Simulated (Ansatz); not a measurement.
GaN (space group P-6m2, No. 187). Coordinates: coordinates from a relaxation with Ansatz 0.2.0, DFT PBE, scalar-relativistic, plane waves, PAW; the starting structure was generated, so it need not be a known form of this composition.

```
CELL_PARAMETERS angstrom
2.98064 0.00000 0.00000
-1.49032 2.58131 0.00000
0.00000 0.00000 2.68337
ATOMIC_POSITIONS crystal
Ga 0.66667 0.33333 0.50000
N 0.00000 0.00000 0.00000
```

Bonds are taken as Ga–N below 2.5 Å. Atoms with one bond or none are removed and atoms with two bonds are replaced by edges, until no such atom is left.

Derive the underlying net.

The result is a uninodal 6-connected, three-periodic net: Ga and N are 6-connected nodes. It is the acs net, known from WC. It is a single net, without interpenetration.

```json
{"node": "Ga and N", "links": "6", "point symbol": "4⁹·6⁶", "coordination sequence": "6 20 42 74 114"}
```

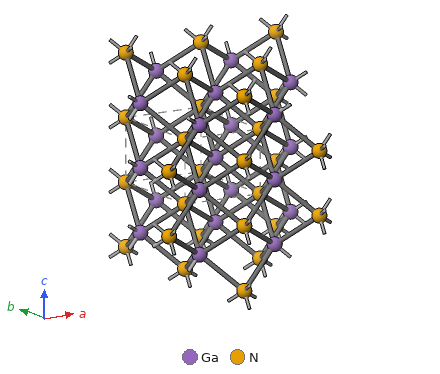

Nodes are coloured by element. Short stubs are edges that leave the cut-out.
